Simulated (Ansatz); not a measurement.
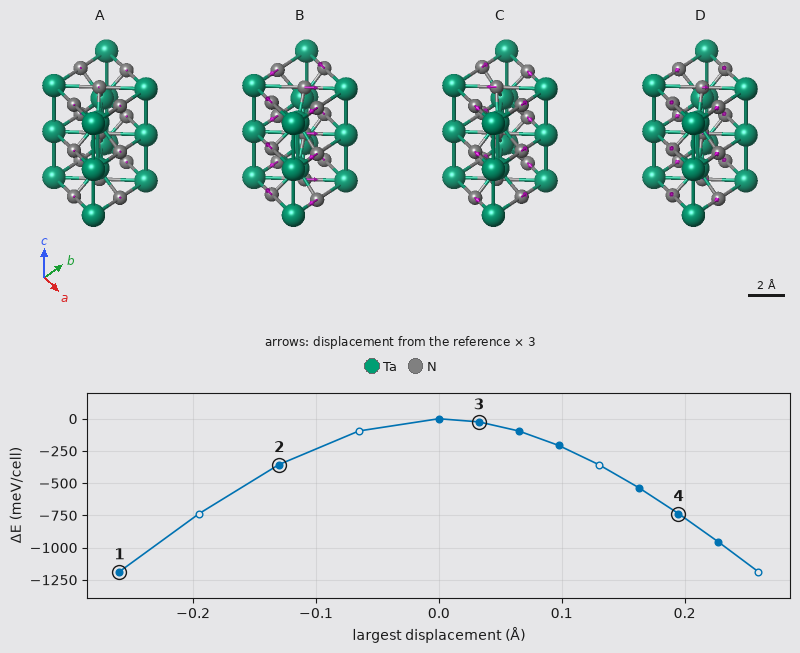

A scan of a crystal of TaN (P6/mmm): a normal mode at the zone centre is frozen in with the cell fixed, the amplitude being the largest displacement of an atom. The frames are shuffled; the numbered points of the plot belong to them. Hollow markers are points alike by symmetry, not computed again. The picture is a ball-and-stick view of the cell of the calculation, repeated 1 × 1 × 2 with one cell outlined, seen from a free direction. Purple arrows: displacements from the reference.

Theory: DFT PBEsol, scalar-relativistic, plane waves, PAW in Ansatz 0.2.0. Set-up: plane-wave cutoff 420 eV; k-point mesh 12 × 12 × 16; occupations gaussian; smearing width 0.15 eV; no spin polarisation. Energies (free energies at the smearing named) are counted from the relaxed crystal.

Which frame belongs to which numbered point?

Answer. Point 1 is frame B (the amplitude −0.26 Å, −1187 meV/cell); 2 is frame D (the amplitude −0.13 Å, −355 meV/cell); 3 is frame A (the amplitude 0.0325 Å, −24 meV/cell); 4 is frame C (the amplitude 0.195 Å, −736 meV/cell). The harmonic wavenumber of the mode is 547i cm⁻¹, so the reference is unstable against it. Of the computed points the lowest is at the amplitude −0.26 Å and 0.26 Å (by symmetry), −1187 meV/cell. A local maximum lies at 0.00 Å (0 meV/cell). The energy is still falling at the end of the range, so the minimum along this coordinate lies there or beyond. The end points stand at −1187 meV/cell (−0.26 Å) and −1187 meV/cell (0.26 Å). The reference isn't the lowest point: the distortion gains at least 1187 meV/cell. The distortion takes the space group from P6/mmm to P-62m.
